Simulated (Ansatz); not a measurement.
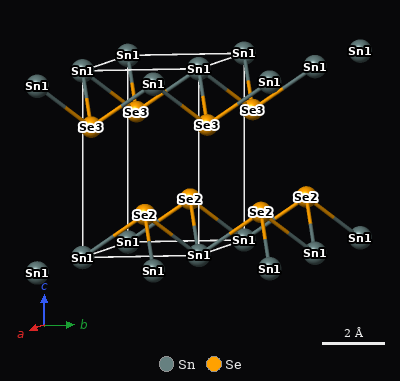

Solid SnSe$_{2}$ (set up in P-3m1) (coarse preliminary run), before the relaxation. Style: ball-and-stick. Shown: the cell of the calculation, repeated 2 × 2 × 1 with one cell outlined, slightly off an axis.

The calculation used Ansatz 0.2.0, DFT PBE, scalar-relativistic, plane waves, PAW.

Input
```yaml
crystal:
  lattice:
    - [3.8109987816, 0.0, 0.0]
    - [-1.9054993908, 3.3004217586, 0.0]
    - [0.0, 0.0, 6.137]
  atoms:
    - { symbol: Sn, position: [0.0, 0.0, 0.0] }
    - { symbol: Se, position: [0.3333333333, 0.6666666667, 0.25] }
    - { symbol: Se, position: [0.6666666667, 0.3333333333, 0.75] }
basis:
  ecutwfc: 420
kpoints:
  mp_grid: { grid: [6, 6, 4] }
hamiltonian:
  xc: pbe
scf:
  occupations: { method: gaussian, width: 0.1 }
output:
  forces: true
  stress: true
  eigenvalues: true
relax:
  adjacent_minimum: "off"
  f_tol: 0.05
  max_steps: 80
  cell: { stress_tol: 0.5 }
```

Command:
```bash
ansatz run input.yaml --threads 1 --pin off --max-ram 2560MiB --backend cpu --events-out ev --progress --plain --runs-dir out
```

Where does the relaxation end?

Answer. The largest moves relative to the cell, 0.11 Å, are those of Se2 and Se3. Se2 goes along −c. Sn stays in place. Cell: a = b 3.811 → 3.876 Å (+1.7 %), c 6.137 → 6.786 Å (+10.6 %). Volume +14.4 %. Some distances before and after: Sn1–Se2 2.682 → 2.745 Å. The space group stays P-3m1 (No. 164). The energy falls by 0.112 eV per cell of the calculation in 4 accepted moves (6 points after the start). The largest force component goes from 0.71 to 0.014 eV/Å. The pressure goes from 5.31 to 0.13 GPa. The line search rejected the trial step at point 1 of the run. At 1 point the geometry stayed and the basis and grid were re-selected for the new cell (energy shift of 2.9 meV per cell of the calculation at most each time). Cost: 28 s on 1 thread of Intel(R) Xeon(R) Platinum 8488C (Sapphire Rapids) (shared host), peak memory 0.43 GiB.

History of the run:

```tsv
step	E − E(0), meV/atom	largest force component, eV/Å	pressure, GPa	volume, Å³/atom	note
0	0.00	0.7107	5.31	25.730	
1	21.63	1.0886	-3.79	28.295	rejected
2	-31.12	0.0251	0.33	27.368	
3	-33.70	0.0324	0.09	28.140	
4	-36.05	0.0056	0.06	28.868	
5	-36.48	0.0163	0.12	29.430	
6	-37.45	0.0144	0.13	29.430	same geometry, new basis
```

The end point in the same view:

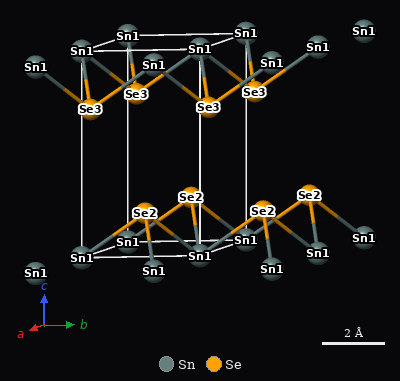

Limits of the set-up: layers or molecules are held without a dispersion correction, so their spacing is unreliable.
